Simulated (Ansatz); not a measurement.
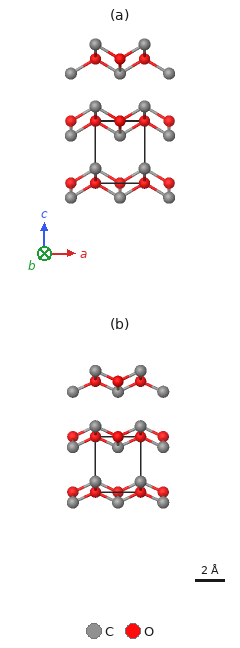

The structure of solid CO (built on the litharge_129 type) (coarse preliminary run) before (top) and after (bottom) a relaxation, at one scale.

Style: ball-and-stick. Shown: the cell of the calculation, repeated 1 × 1 × 2 with one cell outlined, along the b axis.

Case: litharge type (P4/nmm, No. 129).

The calculation used DFT PBE, scalar-relativistic, plane waves, PAW in Ansatz.

Input
```yaml
crystal:
  lattice:
    - [3.3922278395, 0.0, 0.0]
    - [0.0, 3.3922278395, 0.0]
    - [0.0, 0.0, 4.2863748516]
  atoms:
    - { symbol: C, position: [0.0, 0.5, 0.2351] }
    - { symbol: C, position: [0.5, 0.0, 0.7649] }
    - { symbol: O, position: [0.0, 0.0, 0.0] }
    - { symbol: O, position: [0.5, 0.5, 0.0] }
basis:
  ecutwfc: 420
kpoints:
  mp_grid: { grid: [6, 6, 4] }
hamiltonian:
  xc: pbe
scf:
  occupations: { method: gaussian, width: 0.1 }
  lower_state_search: "off"
output:
  forces: true
  stress: true
  eigenvalues: true
relax:
  adjacent_minimum: "off"
  f_tol: 0.04
  max_steps: 70
  cell: { stress_tol: 0.4 }
```

Run as
```bash
ansatz run input.yaml --threads 1 --pin off --max-ram 2560MiB --backend cpu --events-out ev --progress --plain --runs-dir out
```

> Describe what moved and what it gained.

Over 8 accepted moves (10 points after the start) the energy falls by 398 meV per atom. The largest force component goes from 3.1 to 0.00054 eV/Å. The pressure goes from −21.80 to −0.23 GPa. The SCF was repeated twice at an unchanged geometry on a basis and grid sized afresh for the cell, which shifted the energy by 4.0 meV per atom at most. The largest moves relative to the cell, 0.18 Å, are those of C1 and C2. C1 goes along −c. O stays in place. The volume changes by −24.4 %, with a = b 3.392 → 3.122 Å (−8.0 %), c 4.286 → 3.826 Å (−10.7 %). Near-neighbour distances that change, for instance: C1–O3 1.973 → 1.720 Å. The space group stays P4/nmm (No. 129).
